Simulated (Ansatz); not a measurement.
# TiB$_{2}$: what the fields show

```
CELL_PARAMETERS angstrom
0.00000 0.00000 3.22840
3.02920 0.00000 0.00000
0.00000 5.24673 0.00000
ATOMIC_POSITIONS crystal
Ti 0.00000 0.00000 0.00000
Ti 0.00000 0.50000 0.50000
B 0.50000 0.00000 0.35049
B 0.50000 0.50000 0.85049
B 0.50000 0.50000 0.16667
B 0.50000 0.00000 0.66667
```

Space group Amm2; changed on purpose from its base cell (one atom moved); not relaxed (largest force 1.9 eV/Å); computed pressure about −4 GPa in this cell; computed without spin polarisation.

All numbers below come from DFT PBEsol, scalar-relativistic, plane waves, PAW (Ansatz).

Core electrons are frozen (PAW), and the valence fields are smoothed inside the atomic spheres.

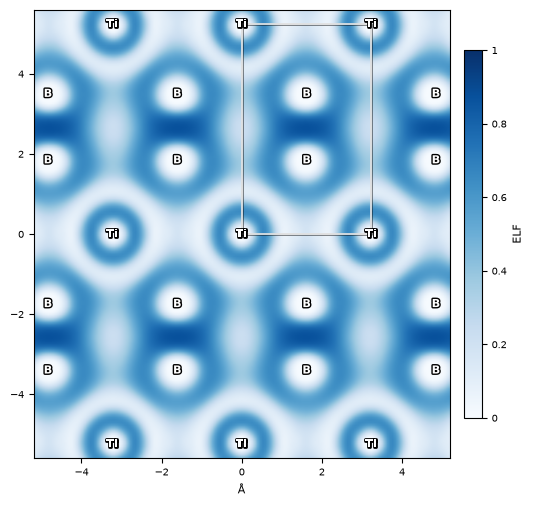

Figure 1. Electron localisation function on the (010) plane of the conventional cell.

**Describe what can be read from this map.**

Atoms in the plane: Ti and B.
B–B (1.66 Å): the ELF peaks at about 0.85 between the atoms.
Ti–B (2.45 Å): the ELF peaks at about 0.60 in the valence shell of B, 0.8 Å from its nucleus, and is about 0.20 at the midpoint.
The features right at Ti lie inside the PAW spheres, where the map follows smoothed inner orbitals and isn't to be read closely.

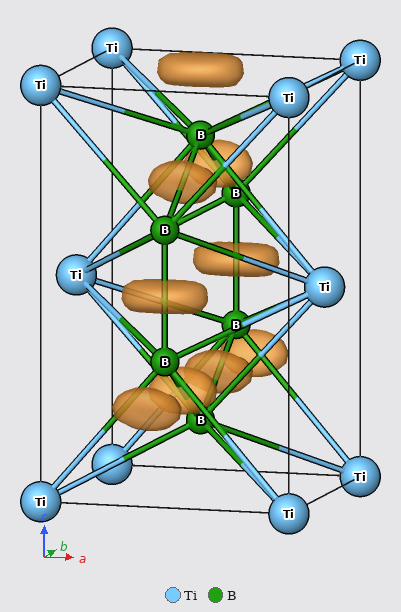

Figure 2. Isosurface of the ELF at 0.8 (orange), seen slightly off an axis. Only the valence region is drawn (cores and ρ < 0.01 e/Å³ removed). Sticks mark near contacts.

**Where are the electrons localised?**

The surface consists of six regions between bonded B–B atoms, counted in one cell of 6 atoms. Regions shared between cells count once. Profiles from the grid: Ti–B (2.35 Å): the ELF peaks at about 0.60 in the valence shell of B, 0.8 Å from its nucleus, and is about 0.20 at the midpoint.

**Does the calculation give a band gap?**

It is metallic or semimetallic at this level of theory: no gap opens.
